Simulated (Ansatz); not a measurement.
**Mo: geometry relaxation (part 2 of 2)**

Mo (slab, 5 atoms in the cell); DFT PBEsol, scalar-relativistic, plane waves, PAW, no spin polarisation (Ansatz 0.2.0); cutoff 420 eV, 9×9×1 k-mesh, Gaussian smearing of 0.1 eV. The structure derives from an entry of the Crystallography Open Database. The input holds or restrains some coordinates. Forces given for the steps count only the free coordinates. It belongs to a series of runs on one base structure; here: clean slab, lower half held.

Geometry of the input (Å; fractional positions):
```
3.1293  0.0000  0.0000
0.0000  3.1293  0.0000
0.0000  0.0000  23.2586
Mo 0.5000  0.5000  0.3655
Mo 0.0000  0.0000  0.4327
Mo 0.5000  0.5000  0.5000
Mo 0.0000  0.0000  0.5673
Mo 0.5000  0.5000  0.6345
```

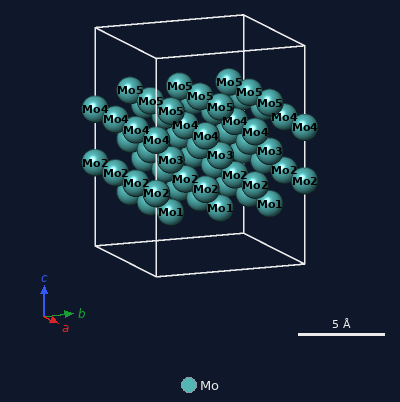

The geometry at step 2 of the log (spheres-only view of the 3 × 3 repeat of the cell, with the vacuum cut short, seen slightly off an axis; atoms are numbered from 1 in the order of the input).

### What the program printed, continued
```
SCF iter   1: F=—  HF=-24482.798587 eV  |F-HF|=—  |Δ(HF+E_count)|=         —  Δρ=8.51e-3  dr2=1.64e0  ethr=2.40e-3  p=0.003 e·Å  D=2.76e-3 V/Å  ΔV_dip=-0.06 eV  dr2_dipole=6.17e-1  V_vac-E_F(+/−)=4.01/4.07 eV  ⟨swp⟩=1.2  Hψ=2060  notcnv=0  defer=17
efield: sawtooth ramp at fractional position 0.9800 (handed on by an earlier solve), width 0.0400; the density the first Hamiltonian is built on has a dipole p = 0.003 e·Å; the dipole correction subtracts the counter field D = 2.76e-3 V/Å, which shifts the + side's vacuum level by -0.06 eV against the − side's; the planar-averaged density in the ramp window peaks in size at 3.1e-6 e/Å³
preconditioner: auto → LDOS  [metal: Δε(μ)=0.060 eV  Ē_g=3.719 eV  σ=0.100 eV  W_gap=0.32  n_scr=44 (ndim 8)  ℏωp=13.5 eV  f_vac=0.578  D(μ)=6.51/eV (n_scr^D=44)  β→1.0]
SCF iter   2: F=—  HF=-24482.769536 eV  |F-HF|=—  |Δ(HF+E_count)|=   2.91e-2  Δρ=3.79e-3  dr2=1.13e-1  ethr=2.34e-3  p=0.010 e·Å  D=8.08e-3 V/Å  ΔV_dip=-0.19 eV  dr2_dipole=2.50e-2  V_vac-E_F(+/−)=3.98/4.16 eV  ⟨swp⟩=2.1  Hψ=654  notcnv=0  defer=17
SCF iter   3: F=—  HF=-24482.765133 eV  |F-HF|=—  |Δ(HF+E_count)|=   4.40e-3  Δρ=3.54e-3  dr2=6.65e-2  ethr=1.61e-4  p=0.008 e·Å  D=6.65e-3 V/Å  ΔV_dip=-0.15 eV  dr2_dipole=3.40e-3  V_vac-E_F(+/−)=4.00/4.16 eV  ⟨swp⟩=3.5  Hψ=1344  notcnv=0  defer=17
SCF iter   4: F=—  HF=-24482.757323 eV  |F-HF|=—  |Δ(HF+E_count)|=   7.81e-3  Δρ=5.44e-4  dr2=1.23e-3  ethr=9.50e-5  p=0.009 e·Å  D=7.17e-3 V/Å  ΔV_dip=-0.17 eV  dr2_dipole=5.84e-6  V_vac-E_F(+/−)=4.00/4.17 eV  ⟨swp⟩=2.0  Hψ=889  notcnv=0  defer=17
SCF iter   5: F=—  HF=-24482.757364 eV  |F-HF|=—  |Δ(HF+E_count)|=   4.17e-5  Δρ=1.47e-4  dr2=1.39e-4  ethr=1.75e-6  p=0.008 e·Å  D=6.66e-3 V/Å  ΔV_dip=-0.15 eV  dr2_dipole=1.12e-6  V_vac-E_F(+/−)=4.01/4.16 eV  ⟨swp⟩=2.8  Hψ=1018  notcnv=0  defer=17
SCF iter   6: F=-24482.757367 eV  HF=-24482.757376 eV  |F-HF|=8.99e-6  |Δ(HF+E_count)|=   1.19e-5  Δρ=4.95e-5  dr2=1.99e-5  ethr=9.28e-8  p=0.008 e·Å  D=6.26e-3 V/Å  ΔV_dip=-0.15 eV  dr2_dipole=7.44e-8  V_vac-E_F(+/−)=4.01/4.16 eV  ⟨swp⟩=19.5  Hψ=6875  notcnv=0
SCF 3 converged in 6 iterations: F = -24482.757367 eV  dr2 = 1.99e-5
relax step   3: F+E_penalty+E_count = -24482.75736726 eV  Δ(F+E_penalty+E_count) = -5.578e-2 eV  max|allowed force component| = 2.263e-1 eV/Å  Δτ_max = 0.0815 Å  (6 SCF iters, dr2 threshold 6.49e-5 eV, accepted)
iter 1 solved again at ethr=6.43e-4 eV; its pass at ethr=3.10e-3 eV (dr2=4.50e-1 eV) is discarded
SCF iter   1: F=—  HF=-24482.775805 eV  |F-HF|=—  |Δ(HF+E_count)|=         —  Δρ=5.49e-3  dr2=4.66e-1  ethr=6.43e-4  p=0.008 e·Å  D=6.26e-3 V/Å  ΔV_dip=-0.15 eV  dr2_dipole=1.42e-1  V_vac-E_F(+/−)=4.02/4.17 eV  ⟨swp⟩=1.0  Hψ=1830  notcnv=0  defer=18
efield: sawtooth ramp at fractional position 0.9800 (handed on by an earlier solve), width 0.0400; the density the first Hamiltonian is built on has a dipole p = 0.008 e·Å; the dipole correction subtracts the counter field D = 6.26e-3 V/Å, which shifts the + side's vacuum level by -0.15 eV against the − side's; the planar-averaged density in the ramp window peaks in size at 1.2e-6 e/Å³
preconditioner: auto → LDOS  [metal: Δε(μ)=0.027 eV  Ē_g=3.681 eV  σ=0.100 eV  W_gap=0.15  n_scr=44 (ndim 8)  ℏωp=13.5 eV  f_vac=0.575  D(μ)=8.10/eV (n_scr^D=62)  β→1.0]
SCF iter   2: F=—  HF=-24482.764700 eV  |F-HF|=—  |Δ(HF+E_count)|=   1.11e-2  Δρ=2.38e-3  dr2=7.25e-2  ethr=6.43e-4  p=0.006 e·Å  D=4.70e-3 V/Å  ΔV_dip=-0.11 eV  dr2_dipole=1.70e-2  V_vac-E_F(+/−)=4.04/4.15 eV  ⟨swp⟩=1.8  Hψ=676  notcnv=0  defer=18
SCF iter   3: F=—  HF=-24482.764147 eV  |F-HF|=—  |Δ(HF+E_count)|=   5.53e-4  Δρ=2.72e-3  dr2=4.15e-2  ethr=1.04e-4  p=0.006 e·Å  D=4.80e-3 V/Å  ΔV_dip=-0.11 eV  dr2_dipole=1.25e-3  V_vac-E_F(+/−)=4.04/4.15 eV  ⟨swp⟩=2.1  Hψ=894  notcnv=0  defer=18
SCF iter   4: F=—  HF=-24482.760998 eV  |F-HF|=—  |Δ(HF+E_count)|=   3.15e-3  Δρ=7.31e-4  dr2=3.11e-3  ethr=5.93e-5  p=0.006 e·Å  D=4.79e-3 V/Å  ΔV_dip=-0.11 eV  dr2_dipole=4.99e-5  V_vac-E_F(+/−)=4.04/4.15 eV  ⟨swp⟩=2.1  Hψ=816  notcnv=0  defer=18
SCF iter   5: F=—  HF=-24482.760728 eV  |F-HF|=—  |Δ(HF+E_count)|=   2.69e-4  Δρ=1.43e-4  dr2=1.30e-4  ethr=4.45e-6  p=0.006 e·Å  D=4.99e-3 V/Å  ΔV_dip=-0.12 eV  dr2_dipole=9.88e-6  V_vac-E_F(+/−)=4.03/4.15 eV  ⟨swp⟩=3.0  Hψ=986  notcnv=0  defer=18
SCF iter   6: F=—  HF=-24482.760724 eV  |F-HF|=—  |Δ(HF+E_count)|=   3.93e-6  Δρ=4.25e-5  dr2=8.59e-6  ethr=1.86e-7  p=0.007 e·Å  D=5.19e-3 V/Å  ΔV_dip=-0.12 eV  dr2_dipole=1.55e-12  V_vac-E_F(+/−)=4.03/4.15 eV  ⟨swp⟩=2.1  Hψ=849  notcnv=0  defer=18
SCF iter   7: F=-24482.760724 eV  HF=-24482.760725 eV  |F-HF|=8.64e-7  |Δ(HF+E_count)|=   7.92e-7  Δρ=1.61e-5  dr2=2.01e-6  ethr=4.57e-9  p=0.007 e·Å  D=5.37e-3 V/Å  ΔV_dip=-0.12 eV  dr2_dipole=1.34e-7  V_vac-E_F(+/−)=4.03/4.15 eV  ⟨swp⟩=19.1  Hψ=6267  notcnv=0
SCF 4 converged in 7 iterations: F = -24482.760724 eV  dr2 = 2.01e-6
relax step   4: F+E_penalty+E_count = -24482.76072425 eV  Δ(F+E_penalty+E_count) = -3.357e-3 eV  max|allowed force component| = 8.738e-2 eV/Å  Δτ_max = 0.0468 Å  (7 SCF iters, dr2 threshold 3.20e-6 eV, accepted)
SCF iter   1: F=—  HF=-24482.762457 eV  |F-HF|=—  |Δ(HF+E_count)|=         —  Δρ=1.54e-3  dr2=3.05e-2  ethr=6.18e-4  p=0.007 e·Å  D=5.37e-3 V/Å  ΔV_dip=-0.12 eV  dr2_dipole=8.29e-3  V_vac-E_F(+/−)=4.02/4.15 eV  ⟨swp⟩=2.0  Hψ=932  notcnv=0  defer=8
efield: sawtooth ramp at fractional position 0.9800 (handed on by an earlier solve), width 0.0400; the density the first Hamiltonian is built on has a dipole p = 0.007 e·Å; the dipole correction subtracts the counter field D = 5.37e-3 V/Å, which shifts the + side's vacuum level by -0.12 eV against the − side's; the planar-averaged density in the ramp window peaks in size at 2.0e-6 e/Å³
preconditioner: auto → LDOS  [metal: Δε(μ)=0.052 eV  Ē_g=3.696 eV  σ=0.100 eV  W_gap=0.28  n_scr=44 (ndim 8)  ℏωp=13.5 eV  f_vac=0.576  D(μ)=7.43/eV (n_scr^D=60)  β→1.0]
SCF iter   2: F=—  HF=-24482.761836 eV  |F-HF|=—  |Δ(HF+E_count)|=   6.21e-4  Δρ=8.14e-4  dr2=5.66e-3  ethr=4.36e-5  p=0.007 e·Å  D=5.89e-3 V/Å  ΔV_dip=-0.14 eV  dr2_dipole=7.13e-4  V_vac-E_F(+/−)=4.02/4.15 eV  ⟨swp⟩=1.1  Hψ=751  notcnv=0  defer=7
SCF iter   3: F=—  HF=-24482.761767 eV  |F-HF|=—  |Δ(HF+E_count)|=   6.88e-5  Δρ=7.98e-4  dr2=3.89e-3  ethr=8.09e-6  p=0.007 e·Å  D=5.81e-3 V/Å  ΔV_dip=-0.14 eV  dr2_dipole=1.20e-4  V_vac-E_F(+/−)=4.02/4.15 eV  ⟨swp⟩=2.7  Hψ=999  notcnv=0  defer=7
SCF iter   4: F=—  HF=-24482.761467 eV  |F-HF|=—  |Δ(HF+E_count)|=   3.00e-4  Δρ=1.45e-4  dr2=1.26e-4  ethr=5.55e-6  p=0.007 e·Å  D=5.83e-3 V/Å  ΔV_dip=-0.14 eV  dr2_dipole=4.15e-6  V_vac-E_F(+/−)=4.02/4.15 eV  ⟨swp⟩=2.1  Hψ=801  notcnv=0  defer=7
SCF iter   5: F=—  HF=-24482.761454 eV  |F-HF|=—  |Δ(HF+E_count)|=   1.36e-5  Δρ=3.94e-5  dr2=9.45e-6  ethr=1.80e-7  p=0.007 e·Å  D=5.78e-3 V/Å  ΔV_dip=-0.13 eV  dr2_dipole=4.85e-7  V_vac-E_F(+/−)=4.02/4.15 eV  ⟨swp⟩=2.7  Hψ=908  notcnv=0  defer=7
SCF iter   6: F=—  HF=-24482.761539 eV  |F-HF|=—  |Δ(HF+E_count)|=   8.49e-5  Δρ=9.76e-6  dr2=5.08e-7  ethr=1.35e-8  p=0.007 e·Å  D=5.73e-3 V/Å  ΔV_dip=-0.13 eV  dr2_dipole=1.18e-9  V_vac-E_F(+/−)=4.02/4.15 eV  ⟨swp⟩=2.0  Hψ=968  notcnv=0  defer=7
SCF iter   7: F=-24482.761539 eV  HF=-24482.761539 eV  |F-HF|=1.23e-8  |Δ(HF+E_count)|=   1.59e-7  Δρ=3.30e-6  dr2=9.30e-8  ethr=1.43e-10  p=0.007 e·Å  D=5.67e-3 V/Å  ΔV_dip=-0.13 eV  dr2_dipole=1.12e-8  V_vac-E_F(+/−)=4.02/4.15 eV  ⟨swp⟩=16.6  Hψ=5517  notcnv=0
SCF 5 converged in 7 iterations: F = -24482.761539 eV  dr2 = 9.30e-8
relax step   5: F+E_penalty+E_count = -24482.76153886 eV  Δ(F+E_penalty+E_count) = -8.146e-4 eV  max|allowed force component| = 3.521e-3 eV/Å  Δτ_max = 0.0165 Å  (7 SCF iters, accepted)
WARN: The output density's exchange-correlation potential varies sharply where the density is thin. Do not read a vacuum level from v_tot or v_xc, or from such a field of the output density. On a cell that repeats whose density bears no net charge and no dipole along the vacuum's axis use v_es (v_loc + v_h of the components); under efield.dipole_correction with no amplitude use v_es + v_field, which holds any external_charges[].barrier, or the levels of the report's work_function block, which leave it out; under a non-zero efield.amplitude the vacuum is tilted and has no level; on a cell that repeats and bears such a dipole with no correction it is tilted too, and efield.dipole_correction with no amplitude gives each side of its ramp a level where efield: is served; in a cell that repeats whose density bears a net charge (total_charge, or a fill off its count) it is curved and has none; of a slab under crystal.periodic whose density bears no net charge use v_es, which has a level on each side, short of where the two are joined; of another it falls or rises all the way out and has none; of a slab beside external_charges read slab_vacuum_level instead, which it has where they leave it neutral. The grid or the basis barely resolves most such structure, and the values can differ between equally converged runs; as a rule a tighter scf.convergence.dr2_threshold does not remove it. Where the density itself ripples (under the LDA too) a higher basis.ecutwfc lessens it. The files hold the spikes' plane waves up to the density's cutoff. Files: v_tot_of_output_density and the like, and their columns of v_z.tsv (output.write_potential); v_xc_of_output_density and the like, and their columns of v_comp_z.tsv (output.write_potential_components). Measured: with its Gaussian average of σ = 0.25 Å subtracted twice, the exchange-correlation potential is over 0.1 eV at 797 of the grid points where the equally averaged density (valence and model cores) is under 1e-3 e/Å³, and 0.571 eV at the most among them, at an averaged density of 2.1e-8 e/Å³. The input density's (outcome.potential() and, of a run that writes arrays, v_tot and v_xc) is over 0.1 eV, so measured, at 70 points of its own thin density, 0.180 eV at the most. See output.write_potential in the manual, Limitations
SCF converged after 7 iterations
Free energy (F): -24482.761539 eV
Harris-Foulkes:  -24482.761539 eV  (|F-HF|=1.23e-8)
Internal energy: -24482.723653 eV  (E = F + TS)
E sigma→0 (E₀):  -24482.742596 eV
Entropy (-TS):   -0.037885 eV (-7.577 meV/atom)
Fermi energy:    4.572102 eV
Dipole field:    D = 0.005539 V/Å  (p = 0.006972 e·Å, saw-weighted, corrected)
Work function:   Φ+ = 4.0230 eV   Φ− = 4.1518 eV
Levels:          The Fermi level and band energies are counted from a zero that moves with the ramp; work functions are not
--- Per-component energies (eV) ---
  E_band       = -1411.926239
  E_kinetic    = 2200.910643
  E_local      = -83181.442327  (includes V_loc(G=0)·N_el)
  E_nonlocal   = 728.092217
  E_hartree    = 40351.816082
  E_xc         = -906.899777
  E_vxc        = -1135.546163  (∫ρ·V_xc dr)
  E_paw        = -15720.388509  (= ΣΔE_a)
  E_vpaw       = -727.607111  (= ΣTr[D̂ρ^β])
  E_aug_tail   = 0.000198  (compensation charges beyond the density's cutoff)
  E_efield     = 0.000019  (sawtooth field / dipole correction)
  E_vefield    = 0.014293  (∫n·V_field dr)
  E_ewald      = 32044.141304
  E_core_change = 1.046497  (= ΣΔE_core)
  E_smearing   = -0.037885  (= −TS)
  E_closure    = 0.000000  (closes the sum)
  Σ components = -24482.761539   (vs F -24482.761539, Δ=0.00e0)
--- Forces (eV/Å), atoms counted from 1 ---
  atom   1  Mo     0.00000000     0.00000000     1.06585513
  atom   2  Mo     0.00000000     0.00000000    -1.06237740
  atom   3  Mo    -0.00000000     0.00000000    -0.00053120
  atom   4  Mo     0.00000000     0.00000000    -0.00352100
  atom   5  Mo     0.00000000     0.00000000     0.00044503
  max |Σ_I F_I| component: 1.29e-4 eV/Å
--- Band table (eV; the first three rows and the last of 15) ---
  k-point 0: bands = ["-56.5570", "-56.3375", "-56.2454", "-56.0640", "-55.9141", "-30.8447", "-30.7785", "-30.7785", "-30.6366", "-30.5050", "-30.5050", "-30.4985", "-30.2112", "-30.2112", "-30.1052", "-29.8618", "-29.8618", "-29.8569", "-29.6783", "-29.6783", "-2.0494", "-0.7224", "-0.4351", "-0.4011", "0.3240", "0.9243", "1.0334", "2.1776", "3.2782", "3.2782", "3.4011", "3.7392", "3.7392", "4.2514", "4.3587", "4.4885", "4.4885", "4.4950", "4.5088", "5.8438", "5.8653", "5.9488"]
  k-point 1: bands = ["-56.5435", "-56.3263", "-56.2428", "-56.0704", "-55.9224", "-30.8949", "-30.8556", "-30.7496", "-30.6212", "-30.5802", "-30.4834", "-30.4017", "-30.3174", "-30.2090", "-29.9913", "-29.9449", "-29.8788", "-29.8186", "-29.7030", "-29.6932", "-1.7968", "-0.5319", "-0.2925", "-0.2189", "0.4336", "0.9919", "1.0974", "2.2249", "2.8996", "3.0121", "3.1200", "3.7348", "3.8872", "3.9725", "4.0008", "4.5371", "4.6835", "5.0112", "5.2404", "5.2558", "5.6265", "6.1516"]
  k-point 2: bands = ["-56.5071", "-56.2958", "-56.2363", "-56.0889", "-55.9459", "-31.0227", "-30.9790", "-30.6800", "-30.6678", "-30.6225", "-30.4228", "-30.3990", "-30.3324", "-30.2054", "-29.9923", "-29.9281", "-29.9038", "-29.8370", "-29.7725", "-29.7074", "-1.1366", "-0.1551", "-0.1476", "0.3858", "0.5768", "0.7776", "1.7730", "2.2550", "2.4216", "2.9348", "3.1001", "3.3315", "3.6443", "3.6976", "3.8559", "5.0682", "5.0762", "5.2903", "5.3092", "5.4841", "5.7513", "5.8013"]
  k-point 14: bands = ["-56.3945", "-56.2144", "-56.1823", "-56.1205", "-55.9893", "-31.2151", "-31.1965", "-30.9175", "-30.8790", "-30.5953", "-30.5578", "-30.4468", "-30.3024", "-30.2736", "-30.2499", "-30.1870", "-29.9604", "-29.9501", "-29.7355", "-29.7271", "-0.1731", "-0.0436", "1.0372", "1.2481", "1.3301", "1.5990", "1.7638", "1.7993", "2.4643", "2.5242", "2.5814", "3.6990", "3.7607", "5.8349", "5.9871", "6.0141", "6.1862", "6.2520", "6.5020", "6.6960", "6.9453", "6.9585"]
--- Relaxed structure (5 steps of the walk, 5 accepted, 0 SCFs on fresh bases) ---
  F+E_penalty+E_count = -24482.76153886 eV   max|allowed force component| = 3.521e-3 eV/Å
  atoms:
    - { symbol: Mo, position: [0.5, 0.5, 0.3654560029] }
    - { symbol: Mo, position: [0.0, 0.0, 0.43272800149999996] }
    - { symbol: Mo, position: [0.5, 0.5, 0.49829705968216054] }
    - { symbol: Mo, position: [4.2312144460653145e-35, 0.0, 0.5681718652095757] }
    - { symbol: Mo, position: [0.5, 0.5, 0.6274443105807174] }
```

### Trajectory as extended XYZ (Å, eV, eV/Å), 5 frames, from step=1 to step=5
```
5
Lattice="3.1293 0.0000 0.0000 0.0000 3.1293 0.0000 0.0000 0.0000 23.2586" Properties=species:S:1:pos:R:3:forces:R:3 step=1 energy=-24482.61236
Mo    1.5647    1.5647    8.5000    0.0000   0.0000   1.3943
Mo    0.0000    0.0000   10.0647    0.0000   0.0000  -1.2161
Mo    1.5647    1.5647   11.6293    0.0000   0.0000   0.0000
Mo    0.0000    0.0000   13.1940    0.0000   0.0000   1.2161
Mo    1.5647    1.5647   14.7586    0.0000   0.0000  -1.3943
5
Lattice="3.1293 0.0000 0.0000 0.0000 3.1293 0.0000 0.0000 0.0000 23.2586" Properties=species:S:1:pos:R:3:forces:R:3 step=2 energy=-24482.70159
Mo    1.5647    1.5647    8.5000    0.0000   0.0000   1.2058
Mo    0.0000    0.0000   10.0647    0.0000   0.0000  -0.5922
Mo    1.5647    1.5647   11.6502    0.0000   0.0000  -0.8108
Mo    0.0000    0.0000   13.2630    0.0000   0.0000  -0.8213
Mo    1.5647    1.5647   14.5640    0.0000   0.0000   1.0194
5
Lattice="3.1293 0.0000 0.0000 0.0000 3.1293 0.0000 0.0000 0.0000 23.2586" Properties=species:S:1:pos:R:3:forces:R:3 step=3 energy=-24482.75737
Mo    1.5647    1.5647    8.5000    0.0000   0.0000   1.0204
Mo    0.0000    0.0000   10.0647    0.0000   0.0000  -1.2671
Mo    1.5647    1.5647   11.5763    0.0000   0.0000  -0.0200
Mo    0.0000    0.0000   13.1815    0.0000   0.0000   0.2263
Mo    1.5647    1.5647   14.5632    0.0000   0.0000   0.0380
5
Lattice="3.1293 0.0000 0.0000 0.0000 3.1293 0.0000 0.0000 0.0000 23.2586" Properties=species:S:1:pos:R:3:forces:R:3 step=4 energy=-24482.76072
Mo    1.5647    1.5647    8.5000    0.0000   0.0000   1.0872
Mo    0.0000    0.0000   10.0647    0.0000   0.0000  -1.0031
Mo    1.5647    1.5647   11.5942    0.0000   0.0000   0.0276
Mo    0.0000    0.0000   13.2261    0.0000   0.0000  -0.0233
Mo    1.5647    1.5647   14.6100    0.0000   0.0000  -0.0874
5
Lattice="3.1293 0.0000 0.0000 0.0000 3.1293 0.0000 0.0000 0.0000 23.2586" Properties=species:S:1:pos:R:3:forces:R:3 step=5 energy=-24482.76154
Mo    1.5647    1.5647    8.5000    0.0000   0.0000   1.0659
Mo    0.0000    0.0000   10.0647    0.0000   0.0000  -1.0624
Mo    1.5647    1.5647   11.5897    0.0000   0.0000  -0.0005
Mo    0.0000    0.0000   13.2149    0.0000   0.0000  -0.0035
Mo    1.5647    1.5647   14.5935    0.0000   0.0000   0.0004
```

### Summary

```tsv
quantity	value
outcome	converged under the restraints of the input
electrons treated	70
free energy	−24482.7615 eV
work function, top face	4.02 eV
work function, bottom face	4.15 eV
Fermi energy	4.572 eV
gap on the k-point mesh	none (metallic)
final volume	227.76 Å³
work function (upper face)	4.02 eV
largest force (length of the vector) at the end, held atoms and coordinates included	1.066 eV/Å
hardware	2 threads of AMD EPYC (Zen 5), 32 GiB of memory available, shared host
wall time	10 s (CPU time 20 s)
peak memory	0.56 GiB
```

### Notes

The program warns: the exchange-correlation potential is rough where the density is thin.
